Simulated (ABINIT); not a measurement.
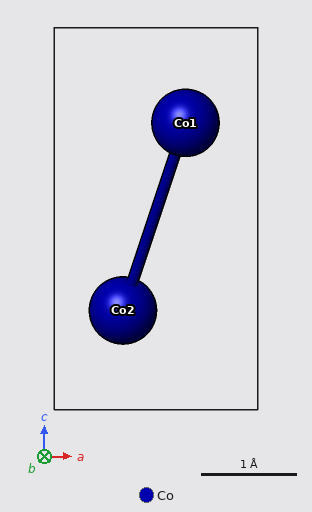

Crystalline Co (set up in P-1), before the relaxation. A ball-and-stick model of the cell of the calculation, seen along the b axis.

The run lets the atoms move in a fixed cell, from this start: atoms moved at random by about 0.05 A.

All numbers below come from ABINIT 10.8.3, Kohn-Sham DFT of a periodic cell, LDA, DFT+U, JTH PAW LDA v2.0.

Input file:
```
pp_dirpath "./"
pseudos "Co.LDA_PW-JTH.xml"

structure "poscar:POSCAR"
natom 2
chkprim 0
chksymtnons 0
tolsym 1.0e-6

ecut 22.5
pawecutdg 44.5

kptopt 2
ngkpt 7 7 4
nshiftk 1
shiftk 0.0 0.0 0.0

ixc 7

nband 21
occopt 7
tsmear 0.1 eV

usepawu 1
lpawu 2
upawu 6.2 eV
jpawu 0.0 eV
usedmatpu 10
dmatpawu
    0.41536   0.19909  -0.07803   0.40794  -0.17520
    0.19909   0.23825  -0.19422   0.22937   0.22697
   -0.07803  -0.19422   0.91933   0.17163   0.02985
    0.40794   0.22937   0.17163   0.51990   0.03345
   -0.17520   0.22697   0.02985   0.03345   0.90716

    0.22265  -0.23969   0.20865   0.22181  -0.00119
   -0.23969   0.58339  -0.38280   0.01651   0.01296
    0.20865  -0.38280   0.27396   0.08214   0.03225
    0.22181   0.01651   0.08214   0.42296  -0.03278
   -0.00119   0.01296   0.03225  -0.03278   0.99704

nsym 1

nstep 80
tolvrs 1.0e-7
diemac 5.0
nnsclo 2

iomode 3
prtwf 0
prtden 0
prteig 0
prtebands 0
enunit 2
prtvol 2

ionmov 22
ntime 60
tolmxf 0.0002
```

Command:
```bash
abinit run.abi > log 2>&1
```

The structure:
```
CELL_PARAMETERS angstrom
2.47200 0.00000 0.00000
-1.23600 2.14081 0.00000
0.00000 0.00000 4.02114
ATOMIC_POSITIONS crystal
Co 0.64503 0.33127 0.75056
Co 0.33747 0.68860 0.25951
```

Question: Predict the outcome.

Answer: Over 5 geometry steps the energy falls by 7.7 meV per atom. Largest force component: 0.39 eV/Å at the start, 0.0037 eV/Å at the end. The largest moves, 0.042 Å, are those of Co1 and Co2. Co1 goes along [2 2 −1]. The cell doesn't change. Among the contacts that change: Co1–Co2 2.469 → 2.390 Å, Co1–Co2 (another image) 2.466 → 2.542 Å, Co1–Co2 (another image) 2.494 → 2.543 Å, Co1–Co2 (another image) 2.435 → 2.391 Å. The space group (tolerance 0.01 Å) goes from P-1 (No. 2) to P-3m1 (No. 164).

Limits of the set-up: the k-point mesh is coarse for a cell with partly filled bands; an element that often carries a moment was run without spin polarisation.
